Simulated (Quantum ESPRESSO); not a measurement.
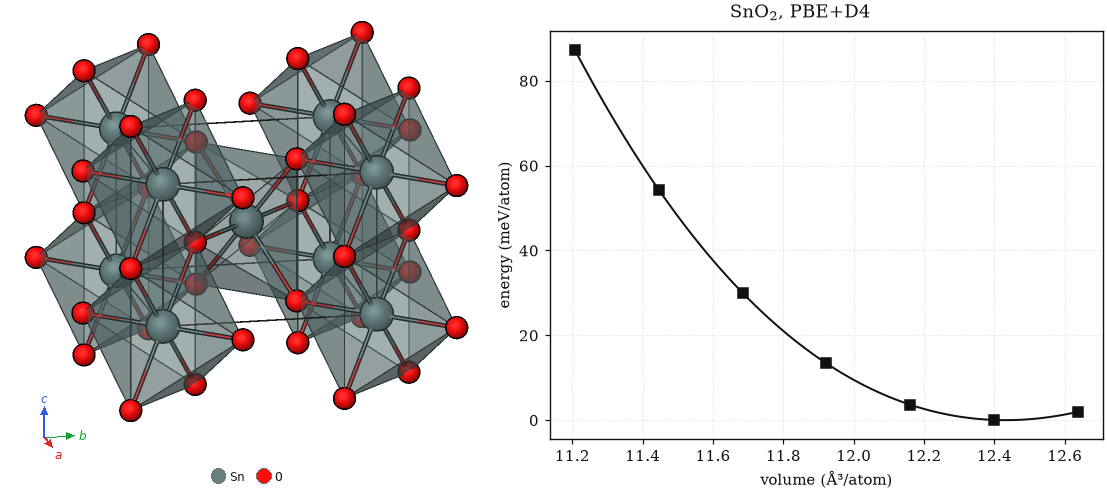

Plotted: energy against volume for SnO₂, space group P4_2/mnm (No. 136). The conventional cell is drawn beside the plot.

Cell as given: a = 4.738 Å, b = 4.738 Å, c = 3.187 Å, α = 90.00°, β = 90.00°, γ = 90.00°; 6 atoms.

Computed with Quantum ESPRESSO 7.5: plane-wave DFT, no spin polarisation; energies at scaled volumes of the given cell, shape and fractions fixed, counted from the fit's minimum, third-order Birch-Murnaghan fit. Level: PBE with D4.

| setting | value |
| --- | --- |
| k mesh | 5×5×7 |
| occupations | Fermi–Dirac |
| smearing width | 0.05 eV |
| potentials | PseudoDojo 0.4.1 SR PBE standard |
| wave cutoff | 1143 eV |
| density cutoff | 4572 eV |

> How stiff is the solid, and where is its volume at rest?

A third-order Birch–Murnaghan fit gives V0 = 12.43 Å³/atom, B0 = 190 GPa and B′ = 4.8.

Note: shape and atomic fractions are frozen while scaling, which makes layered, chain and framework solids too stiff.

The computed values:

```tsv
volume (Å³/atom)	energy (meV/atom)
11.21	87.30
11.45	54.37
11.68	30.03
11.92	13.39
12.16	3.65
12.40	0.05
12.64	1.96
```
